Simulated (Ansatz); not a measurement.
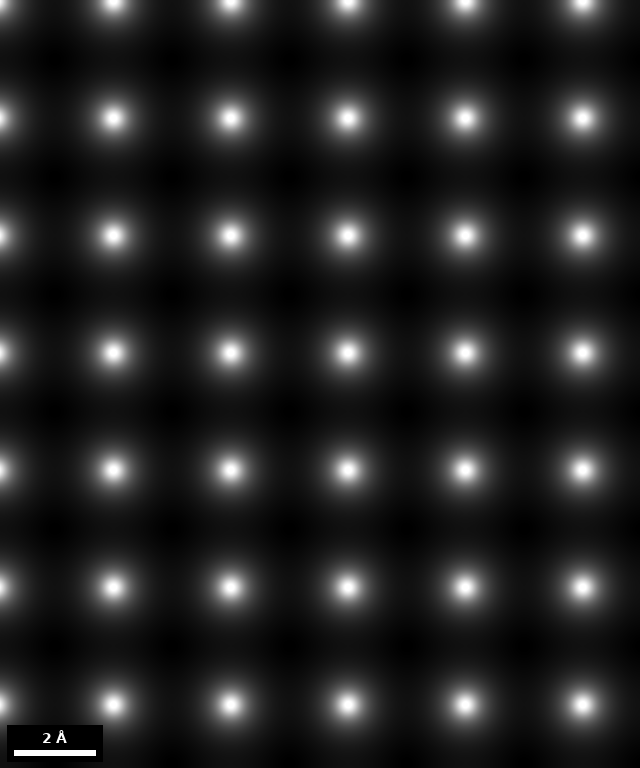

Map of the projected electrostatic potential of Y. Computed as the sum of neutral-atom potentials (tabulated electron scattering factors, B = 0.5 Å²) projected along the beam and smoothed by 0.25 Å; brighter is more positive. The display is stretched by a gamma of 0.7; percentages refer to the linear signal.

> Measure the repeat of the pattern.

The pattern repeats on a square net with a repeat of 2.9 Å.

> Which plane group does this projection have?

p4mm: fourfold points with mirror lines through them along the axes and the diagonals.

> How many columns does the smallest repeating cell hold, and how many levels of brightness?

1 column in the primitive cell of 8.3 Å², all of one brightness.

The crystal is Y (Im-3m, No. 229) seen along [001]. Model: the geometry relaxed with DFT, m-r2SCAN, plane waves (500 eV) with PAW, scalar-relativistic in Ansatz 0.2.0; the starting structure was generated, so it need not be a known form of this composition.
